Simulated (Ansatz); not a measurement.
Sr₈Ti₈HO₂₄: geometry relaxation (part 4 of 4)

Continued. System: Sr₈Ti₈HO₂₄ (defect cell, 41 atoms in the cell). Method: DFT PBE, scalar-relativistic, plane waves, PAW, spin-polarised (Ansatz 0.2.0); cutoff 420 eV, 2×2×2 k-mesh, Gaussian smearing of 0.05 eV, collinear spins. The structure derives from an entry of the Crystallography Open Database.

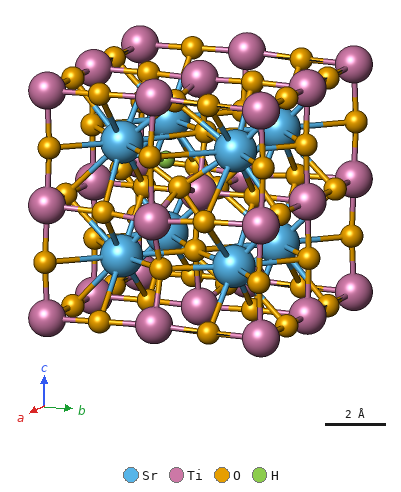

The geometry at step 10 of the log (ball-and-stick view of the cell of the calculation, seen slightly off an axis).

## Trajectory as extended XYZ, continued
```
41
Lattice="5.5110 -5.5110 0.0000 5.5110 5.5110 0.0000 0.0000 0.0000 7.7960" Properties=species:S:1:pos:R:3:forces:R:3 step=7 energy=-62050.08501
Sr    2.7169   -0.0278    5.8458    0.0425   0.0178  -0.0198
Sr    5.5748    2.7541    1.9294   -0.0559  -0.0512  -0.0070
Sr    5.4557   -2.7949    1.9219    0.0435   0.0257  -0.0012
Sr    8.3275    0.1509    5.9280   -0.0399  -0.0029  -0.0231
Sr    5.4005   -2.8389    5.8521   -0.0575   0.0383  -0.0045
Sr    8.2900    0.0548    1.9413   -0.0364  -0.0580  -0.0085
Sr    2.7126   -0.0761    1.8918    0.0345   0.0438   0.0112
Sr    5.5204    2.7824    5.8594   -0.0261  -0.0398   0.0085
Ti   -0.0097   -0.0094    0.0058   -0.0174  -0.0036  -0.0829
Ti    2.8386    2.6457    3.7288   -0.0052  -0.1264  -0.3485
Ti    2.7404   -2.7540    3.8969    0.0781  -0.0100   0.0046
Ti    5.5030   -0.0094   -0.0058    0.0433  -0.0441  -0.1092
Ti    2.7382   -2.7413    0.0048   -0.0089  -0.0168   0.0109
Ti    5.5363   -0.0471    3.9303   -0.0041  -0.0583   0.0394
Ti   -0.0065   -0.0153    3.8816   -0.0308   0.0592   0.0826
Ti    2.7257    2.7725   -0.0121    0.0566  -0.0508   0.3843
O    -0.0225   -0.0729    1.9333    0.0104  -0.0020   0.0499
O     2.7321    2.6760    5.7970   -0.0413   0.1670  -0.1564
O     2.7442   -2.7895    5.8543    0.0000   0.0206  -0.0082
O     5.6750   -0.2052    1.9880   -0.0177   0.0316   0.0665
O     2.7391   -2.7174    1.9540   -0.0179  -0.0122   0.0092
O     5.3188    0.1998    5.8601   -0.0104   0.0251   0.0048
O    -0.0133    0.0345    5.8346    0.0101  -0.0126  -0.0344
O     2.5596    2.9922    1.9226    0.0265  -0.0447   0.2542
O     6.7718   -1.4447   -0.2374    0.0077  -0.0019   0.0403
O     9.5256    1.2453    3.8731    0.0180   0.0167  -0.0288
O     4.0165    1.2071    3.6805   -0.1983   0.3367   0.0008
O     6.7894    4.0507   -0.0323    0.0487  -0.0056  -0.0019
O     1.4393    1.3032    0.0348   -0.0234   0.0191  -0.0251
O     4.2588    3.9484    3.8786   -0.0546   0.0133  -0.0324
O     4.2645   -1.5207    3.9417   -0.0387  -0.0064  -0.0219
O     6.9399    1.3042    0.0387    0.0161   0.0476  -0.0082
O     4.1876   -4.0602    0.0289   -0.0376   0.0207   0.0348
O     7.0141   -1.3328    4.3732    0.1083  -0.0859  -0.1541
O     1.4928   -1.2801    3.9266   -0.0469  -0.0385  -0.0088
O     4.1621    1.4791    0.1945   -0.0492   0.0403  -0.0460
O     4.0277   -1.2849   -0.0071   -0.0155  -0.0586   0.0157
O     6.7745    1.4530    3.8841    0.0557  -0.0147  -0.0027
O     6.7875   -4.0501    3.8070    0.0741   0.0302  -0.0244
O     9.5324   -1.3001   -0.0592   -0.0002  -0.0068  -0.0186
H     7.5553   -2.0026    5.3128    0.1596  -0.2016   0.1592
41
Lattice="5.5110 -5.5110 0.0000 5.5110 5.5110 0.0000 0.0000 0.0000 7.7960" Properties=species:S:1:pos:R:3:forces:R:3 step=8 energy=-62050.18941
Sr    2.7179   -0.0316    5.8360   -0.0756  -0.0183   0.0281
Sr    5.5588    2.7412    1.9346    0.0984   0.0533   0.0041
Sr    5.4590   -2.7855    1.9354   -0.0974  -0.0326  -0.0129
Sr    8.3093    0.1396    5.9019   -0.0303  -0.0046  -0.0642
Sr    5.3794   -2.8195    5.8531    0.0159   0.0187  -0.0226
Sr    8.2738    0.0350    1.9581    0.0517   0.1002  -0.0081
Sr    2.7195   -0.0620    1.9073   -0.0247  -0.1075  -0.0176
Sr    5.5168    2.7761    5.8488    0.0290   0.0621  -0.0075
Ti   -0.0164   -0.0082   -0.0001   -0.0606   0.0708   0.0761
Ti    2.8250    2.6555    3.7219   -0.2506   0.3395  -0.1230
Ti    2.7397   -2.7511    3.8968   -0.0549  -0.0321  -0.0401
Ti    5.5042   -0.0177   -0.0229    0.0302  -0.0387   0.0945
Ti    2.7275   -2.7436    0.0118    0.0811  -0.0748   0.0086
Ti    5.5346   -0.0433    3.9244    0.4823  -0.3875  -0.0324
Ti   -0.0129   -0.0138    3.8862   -0.0316  -0.0523  -0.0931
Ti    2.7307    2.7647    0.0373    0.0335  -0.0544   0.0757
O     0.0008   -0.0578    1.9323    0.0342   0.0030  -0.0443
O     2.7786    2.6970    5.7749    0.9089  -1.0641   1.0139
O     2.7627   -2.7780    5.8527    0.0004  -0.0167  -0.0022
O     5.6660   -0.1749    1.9893   -0.0585   0.0438  -0.1608
O     2.7143   -2.7248    1.9538   -0.0181   0.0186  -0.0009
O     5.2949    0.1984    5.8526    0.0105  -0.0221   0.0795
O    -0.0351    0.0279    5.8317    0.0011   0.0269   0.0105
O     2.5497    2.9670    1.9309   -0.0663   0.0607  -0.3130
O     6.7920   -1.4297   -0.2250    0.0218   0.0149  -0.1399
O     9.5688    1.2941    3.8564    0.0040   0.0291   0.0234
O     4.0540    1.2968    3.6599    0.1700  -0.2445   0.0864
O     6.8118    4.0742   -0.0426   -0.0333   0.0221  -0.0304
O     1.4153    1.3355    0.0024    0.0254  -0.0181  -0.0119
O     4.2188    4.0042    3.8496   -0.0167   0.0602  -0.0097
O     4.2137   -1.4693    3.9196   -0.0183   0.0654   0.0079
O     6.9188    1.3232    0.0116   -0.0744  -0.0201  -0.0023
O     4.1645   -4.0766    0.0420    0.0061  -0.0109  -0.0208
O     6.9891   -1.3663    4.3212   -0.4940   0.4396  -0.4906
O     1.4429   -1.3260    3.9343    0.0337   0.0066   0.0292
O     4.1361    1.4663    0.1791   -0.0200   0.0005  -0.0129
O     4.0511   -1.3130    0.0111    0.0235   0.0786  -0.0286
O     6.8225    1.4130    3.9010   -0.0531   0.0342   0.0447
O     6.8401   -4.0942    3.8263   -0.0195   0.0048   0.0005
O     9.5437   -1.3179   -0.0441    0.0102  -0.0137   0.0347
H     7.6551   -2.1264    5.4307   -0.5744   0.6593   0.0718
41
Lattice="5.5110 -5.5110 0.0000 5.5110 5.5110 0.0000 0.0000 0.0000 7.7960" Properties=species:S:1:pos:R:3:forces:R:3 step=9 energy=-62050.32845
Sr    2.7074   -0.0373    5.8379   -0.0430  -0.0013  -0.0028
Sr    5.5659    2.7448    1.9384    0.0502   0.0310   0.0000
Sr    5.4272   -2.7902    1.9328   -0.0286  -0.0322   0.0001
Sr    8.3007    0.1362    5.8737    0.0042   0.0275  -0.0273
Sr    5.3742   -2.8173    5.8487   -0.0323   0.0064  -0.0114
Sr    8.2845    0.0571    1.9459    0.0285   0.0368  -0.0171
Sr    2.7264   -0.0744    1.9215   -0.0030  -0.0389   0.0119
Sr    5.5186    2.7792    5.8421    0.0383   0.0115  -0.0163
Ti   -0.0227   -0.0066   -0.0012    0.0301   0.0391   0.0014
Ti    2.7957    2.6803    3.7307    0.0373  -0.0032  -0.0645
Ti    2.7340   -2.7459    3.8941   -0.0417  -0.0176   0.0019
Ti    5.5170   -0.0342   -0.0369    0.0266   0.0085   0.0185
Ti    2.7219   -2.7460    0.0038    0.0438  -0.0237  -0.0516
Ti    5.5511   -0.0550    3.9091    0.1295  -0.1212   0.0576
Ti   -0.0247   -0.0107    3.8809    0.0568  -0.0267  -0.0350
Ti    2.7453    2.7436    0.0931    0.0726  -0.1055  -0.2903
O     0.0324   -0.0442    1.9307    0.0019  -0.0057  -0.0158
O     2.8916    2.6129    5.7990    0.3797  -0.3952   0.5041
O     2.7870   -2.7760    5.8438   -0.0030  -0.0167   0.0174
O     5.6957   -0.1783    1.9675    0.0089  -0.0202  -0.0739
O     2.6855   -2.7275    1.9451   -0.0111   0.0187   0.0083
O     5.2528    0.2144    5.8462    0.0506  -0.0395   0.0216
O    -0.0662    0.0270    5.8289   -0.0172   0.0323   0.0255
O     2.4849    2.9903    1.9309   -0.0861   0.0879  -0.0548
O     6.8372   -1.4006   -0.3110    0.0191  -0.0227  -0.0866
O     9.6091    1.3501    3.8330   -0.0094   0.0115   0.0049
O     4.0914    1.3607    3.6109    0.0148  -0.0646   0.0469
O     6.8415    4.1051   -0.0684   -0.0268   0.0206  -0.0121
O     1.3878    1.3645   -0.0116   -0.0015   0.0250  -0.0170
O     4.1462    4.0773    3.8256   -0.0439   0.0450   0.0284
O     4.1588   -1.4123    3.8843    0.0063   0.0397   0.0074
O     6.8901    1.3520   -0.0195   -0.0578  -0.0152   0.0033
O     4.1363   -4.1021    0.0489   -0.0054  -0.0144   0.0044
O     6.9246   -1.3843    4.3217   -0.1035   0.0659  -0.2053
O     1.3891   -1.3659    3.9489   -0.0016   0.0194   0.0076
O     4.1106    1.4353    0.2323   -0.0110  -0.0005   0.0337
O     4.0861   -1.3437    0.0203    0.0117   0.0324  -0.0156
O     6.8604    1.3790    3.9165   -0.0398   0.0125   0.0155
O     6.8741   -4.1204    3.8531   -0.0430   0.0293   0.0207
O     9.5749   -1.3491   -0.0044   -0.0175  -0.0115   0.0263
H     7.7328   -2.2094    5.5952   -0.3836   0.3754   0.1298
41
Lattice="5.5110 -5.5110 0.0000 5.5110 5.5110 0.0000 0.0000 0.0000 7.7960" Properties=species:S:1:pos:R:3:forces:R:3 step=10 energy=-62049.96470 accepted=F
Sr    2.6836   -0.0312    5.8230    0.3120   0.1526   0.1279
Sr    5.6071    2.7472    1.9318   -0.1483   0.0192  -0.0048
Sr    5.4121   -2.8066    1.8995   -0.0325  -0.1127  -0.0300
Sr    8.2622    0.1627    5.8427    0.5367   0.1784   0.4924
Sr    5.3905   -2.7836    5.7913   -0.0662  -0.4001   0.3067
Sr    8.2980    0.0952    1.8998    0.1218  -0.0081  -0.0103
Sr    2.7304   -0.1170    1.9180   -0.0092   0.0855  -0.2412
Sr    5.5479    2.8015    5.8353   -0.3481  -0.1314   0.0543
Ti   -0.0161    0.0012    0.0004   -0.0061  -0.0874  -0.2271
Ti    2.7971    2.6696    3.6765    0.2686  -0.3943   0.9245
Ti    2.7288   -2.7454    3.8850    0.2484  -0.1156   0.0039
Ti    5.5377   -0.0428   -0.0318   -0.1980  -0.0196  -0.2677
Ti    2.7373   -2.7494   -0.0194    0.0273   0.1765  -0.0002
Ti    5.6213   -0.1224    3.9109   -0.7013   0.4291   0.1399
Ti   -0.0241    0.0000    3.8651   -0.1584   0.1114   0.0900
Ti    2.7401    2.7548    0.1062    0.4194  -0.3141  -0.2660
O     0.0014   -0.0853    1.9275   -0.0200   0.0054   0.1389
O     2.8306    2.5714    5.8981    0.0133   0.4126  -1.0443
O     2.7548   -2.8169    5.8397   -0.0683   0.1441  -0.1308
O     5.7434   -0.2971    1.9542   -0.0320   0.2501   0.5208
O     2.7122   -2.6990    1.9391   -0.0172  -0.0171   0.0772
O     5.2704    0.2654    5.8690    0.0924  -0.1489  -0.3378
O    -0.0417    0.0856    5.8225    0.0807  -0.1538  -0.0733
O     2.4202    3.1254    1.9439    0.1527  -0.1442  -0.0644
O     6.8103   -1.4400   -0.4064   -0.1692   0.2180   0.5522
O     9.5079    1.2555    3.8296    0.0482   0.0324  -0.0693
O     3.9753    1.2149    3.6093   -0.1241   0.6247  -0.0577
O     6.8011    4.0641   -0.0774   -0.0037   0.0255  -0.0321
O     1.4322    1.3108    0.0728   -0.0094   0.1335   0.0906
O     4.2065    3.9856    3.8553    0.0524  -0.0310   0.0752
O     4.2634   -1.5306    3.9286    0.0441   0.2646  -0.0880
O     6.9229    1.3157    0.0334    0.0155   0.0175  -0.0426
O     4.1685   -4.0651    0.0389   -0.0069  -0.0342   0.0443
O     7.0001   -1.3477    4.4596   -0.2429   0.2543  -0.9365
O     1.4862   -1.2661    3.9419   -0.1743  -0.0243   0.0176
O     4.1525    1.4714    0.3353   -0.2351   0.1247  -0.1121
O     4.0431   -1.2982   -0.0304    0.0240  -0.0473   0.0417
O     6.7667    1.4602    3.8827   -0.0291  -0.2953  -0.0903
O     6.7507   -3.9912    3.7671    0.0547  -0.2165   0.2056
O     9.5415   -1.3087   -0.0117   -0.0632  -0.0277  -0.0626
H     7.7635   -2.1356    5.6250    0.3514  -0.9366   0.2852
41
Lattice="5.5110 -5.5110 0.0000 5.5110 5.5110 0.0000 0.0000 0.0000 7.7960" Properties=species:S:1:pos:R:3:forces:R:3 step=12 energy=-62050.37734
Sr    2.7052   -0.0398    5.8304    0.0367   0.0031  -0.0098
Sr    5.5764    2.7525    1.9346   -0.0301  -0.0242  -0.0066
Sr    5.4172   -2.8036    1.9269    0.0370   0.0070   0.0119
Sr    8.3070    0.1353    5.8347    0.0147   0.0111   0.0278
Sr    5.3588   -2.8191    5.8303   -0.0067  -0.0042   0.0154
Sr    8.2959    0.0642    1.9285   -0.0053  -0.0372  -0.0039
Sr    2.7374   -0.0877    1.9309    0.0210   0.0265   0.0054
Sr    5.5354    2.7812    5.8307   -0.0018  -0.0295   0.0005
Ti   -0.0170   -0.0027   -0.0079    0.0157  -0.0581  -0.0249
Ti    2.7854    2.7014    3.7423    0.0917  -0.1136   0.0203
Ti    2.7256   -2.7469    3.8806    0.0567  -0.0262   0.0381
Ti    5.5490   -0.0600   -0.0486    0.0182  -0.0265  -0.0142
Ti    2.7262   -2.7487   -0.0116   -0.0151   0.0333  -0.0348
Ti    5.5661   -0.0745    3.9041   -0.1334   0.0930   0.0067
Ti   -0.0182   -0.0051    3.8754    0.0050   0.0343   0.0181
Ti    2.7793    2.7081    0.1091    0.0414   0.0110   0.0948
O     0.0531   -0.0447    1.9327   -0.0054   0.0060   0.0295
O     2.9284    2.5880    5.8371    0.0522  -0.0379  -0.0737
O     2.7854   -2.7921    5.8336   -0.0041  -0.0025   0.0018
O     5.7091   -0.2030    1.9445    0.0064  -0.0098   0.0085
O     2.6710   -2.7071    1.9358    0.0067  -0.0057  -0.0052
O     5.2560    0.2190    5.8395    0.0182  -0.0074  -0.0223
O    -0.0888    0.0437    5.8316    0.0064  -0.0149  -0.0015
O     2.4509    3.0128    1.9343    0.0145  -0.0189  -0.0029
O     6.8744   -1.3938   -0.3885   -0.0419   0.0514   0.0074
O     9.6142    1.3756    3.8116   -0.0213   0.0067  -0.0154
O     4.0884    1.3858    3.6083   -0.0466   0.0674  -0.0183
O     6.8615    4.1286   -0.0939    0.0093  -0.0036   0.0062
O     1.3693    1.3883   -0.0128   -0.0294  -0.0200  -0.0058
O     4.1048    4.1204    3.8418   -0.0168  -0.0024  -0.0067
O     4.1254   -1.3796    3.8800    0.0001  -0.0237  -0.0103
O     6.8649    1.3704   -0.0259    0.0268   0.0171   0.0131
O     4.1132   -4.1240    0.0561   -0.0164   0.0171   0.0155
O     6.8901   -1.3876    4.2884    0.0060   0.0157  -0.0323
O     1.3648   -1.3711    3.9634   -0.0188   0.0089  -0.0151
O     4.0990    1.4021    0.2709   -0.0438   0.0327  -0.0174
O     4.1107   -1.3642   -0.0025   -0.0240  -0.0404   0.0093
O     6.8534    1.3799    3.9024    0.0380   0.0025  -0.0122
O     6.8694   -4.1108    3.8824   -0.0259  -0.0021  -0.0026
O     9.6015   -1.3774    0.0283    0.0149   0.0230  -0.0203
H     7.7376   -2.2354    5.7925   -0.0508   0.0410   0.0257
41
Lattice="5.5110 -5.5110 0.0000 5.5110 5.5110 0.0000 0.0000 0.0000 7.7960" Properties=species:S:1:pos:R:3:forces:R:3 step=13 energy=-62050.37949
Sr    2.7140   -0.0398    5.8316   -0.0313  -0.0078   0.0063
Sr    5.5765    2.7454    1.9358    0.0220   0.0227   0.0069
Sr    5.4257   -2.8037    1.9298   -0.0148  -0.0101   0.0131
Sr    8.3096    0.1356    5.8308   -0.0015   0.0009  -0.0163
Sr    5.3595   -2.8216    5.8270    0.0051  -0.0015  -0.0025
Sr    8.2941    0.0547    1.9303    0.0025   0.0162   0.0266
Sr    2.7437   -0.0871    1.9335   -0.0304  -0.0206  -0.0062
Sr    5.5381    2.7751    5.8322    0.0120   0.0262  -0.0075
Ti   -0.0136   -0.0078   -0.0092   -0.0055   0.0497   0.0108
Ti    2.7830    2.7030    3.7581   -0.0640   0.1150  -0.0063
Ti    2.7304   -2.7501    3.8807   -0.0380  -0.0051  -0.0522
Ti    5.5574   -0.0685   -0.0526   -0.0075   0.0261   0.0557
Ti    2.7284   -2.7492   -0.0122    0.0202  -0.0317   0.0363
Ti    5.5507   -0.0613    3.9013    0.1285  -0.0795  -0.0011
Ti   -0.0151   -0.0057    3.8761   -0.0092  -0.0314  -0.0263
Ti    2.7899    2.7014    0.1244   -0.0349  -0.0163  -0.0870
O     0.0511   -0.0400    1.9337    0.0092  -0.0075  -0.0159
O     2.9237    2.5972    5.8317    0.0066  -0.0062   0.0552
O     2.7813   -2.7908    5.8310    0.0101  -0.0022   0.0081
O     5.6995   -0.1968    1.9378   -0.0170   0.0079  -0.0428
O     2.6741   -2.7072    1.9332    0.0028   0.0083   0.0022
O     5.2642    0.2152    5.8336   -0.0339   0.0210   0.0137
O    -0.0891    0.0376    5.8306    0.0004  -0.0013   0.0222
O     2.4581    3.0003    1.9371    0.0047  -0.0030  -0.0122
O     6.8786   -1.3904   -0.3914    0.0090  -0.0066  -0.0230
O     9.6111    1.3771    3.8107    0.0127  -0.0031   0.0156
O     4.0838    1.3932    3.6135    0.0397  -0.0546   0.0100
O     6.8655    4.1314   -0.0916   -0.0029   0.0010  -0.0054
O     1.3640    1.3913   -0.0174    0.0257   0.0224   0.0049
O     4.0996    4.1251    3.8395   -0.0026  -0.0237  -0.0005
O     4.1213   -1.3779    3.8759   -0.0073   0.0288   0.0128
O     6.8643    1.3733   -0.0261   -0.0385  -0.0224  -0.0103
O     4.1094   -4.1261    0.0546    0.0117  -0.0195  -0.0142
O     6.8833   -1.3780    4.2614   -0.0173   0.0011   0.0019
O     1.3615   -1.3706    3.9568    0.0127   0.0001   0.0114
O     4.0956    1.3971    0.2574    0.0070  -0.0024   0.0194
O     4.1136   -1.3710   -0.0074    0.0275   0.0382  -0.0154
O     6.8545    1.3827    3.8939   -0.0312   0.0078   0.0089
O     6.8619   -4.1075    3.8874    0.0278   0.0034   0.0033
O     9.6051   -1.3799    0.0278   -0.0215  -0.0272   0.0109
H     7.7290   -2.2272    5.8508    0.0116  -0.0129  -0.0110
41
Lattice="5.5110 -5.5110 0.0000 5.5110 5.5110 0.0000 0.0000 0.0000 7.7960" Properties=species:S:1:pos:R:3:forces:R:3 step=14 energy=-62050.38204
Sr    2.7108   -0.0396    5.8320    0.0022  -0.0010  -0.0030
Sr    5.5762    2.7488    1.9343   -0.0003  -0.0019   0.0004
Sr    5.4218   -2.8050    1.9331   -0.0017  -0.0017   0.0017
Sr    8.3090    0.1366    5.8308    0.0007   0.0027   0.0020
Sr    5.3601   -2.8213    5.8314   -0.0010   0.0002  -0.0001
Sr    8.2936    0.0549    1.9327    0.0018   0.0003   0.0031
Sr    2.7399   -0.0880    1.9341    0.0008   0.0001   0.0014
Sr    5.5408    2.7789    5.8321    0.0032  -0.0011  -0.0033
Ti   -0.0149   -0.0061   -0.0086    0.0006  -0.0017   0.0017
Ti    2.7843    2.7037    3.7527    0.0069  -0.0095  -0.0086
Ti    2.7292   -2.7499    3.8794    0.0017  -0.0006   0.0017
Ti    5.5553   -0.0654   -0.0445    0.0028  -0.0033  -0.0022
Ti    2.7290   -2.7501   -0.0119    0.0032  -0.0002  -0.0016
Ti    5.5556   -0.0654    3.9083   -0.0035   0.0017   0.0076
Ti   -0.0150   -0.0061    3.8758    0.0028  -0.0008   0.0046
Ti    2.7855    2.7026    0.1179    0.0009  -0.0009   0.0078
O     0.0584   -0.0368    1.9343   -0.0014   0.0023   0.0018
O     2.9331    2.5976    5.8330    0.0011  -0.0002   0.0015
O     2.7833   -2.7932    5.8317   -0.0023   0.0014  -0.0011
O     5.7017   -0.1999    1.9339    0.0003   0.0003   0.0034
O     2.6764   -2.7076    1.9336   -0.0051   0.0019   0.0004
O     5.2581    0.2210    5.8323    0.0010  -0.0013  -0.0014
O    -0.0933    0.0316    5.8325   -0.0021   0.0019  -0.0021
O     2.4501    2.9992    1.9350   -0.0011  -0.0020  -0.0008
O     6.8833   -1.3828   -0.3978   -0.0034   0.0025  -0.0026
O     9.6149    1.3781    3.8127    0.0013  -0.0016  -0.0015
O     4.0874    1.3931    3.6077   -0.0043   0.0044  -0.0037
O     6.8713    4.1371   -0.0908   -0.0002   0.0011  -0.0001
O     1.3570    1.3995   -0.0243   -0.0026  -0.0029  -0.0049
O     4.0978    4.1256    3.8327    0.0018   0.0033  -0.0024
O     4.1190   -1.3746    3.8767    0.0013   0.0006   0.0011
O     6.8558    1.3800   -0.0275    0.0001   0.0018   0.0058
O     4.1040   -4.1330    0.0555   -0.0005  -0.0002  -0.0016
O     6.8823   -1.3824    4.2664    0.0003   0.0006  -0.0009
O     1.3602   -1.3739    3.9593   -0.0009   0.0009  -0.0033
O     4.0879    1.3927    0.2635   -0.0016   0.0014  -0.0034
O     4.1193   -1.3748   -0.0104   -0.0001   0.0004   0.0048
O     6.8558    1.3802    3.8938   -0.0006  -0.0012   0.0004
O     6.8677   -4.1116    3.8946   -0.0037  -0.0004   0.0000
O     9.6092   -1.3857    0.0376    0.0030   0.0006  -0.0022
H     7.7353   -2.2300    5.8364   -0.0013   0.0018  -0.0006
```
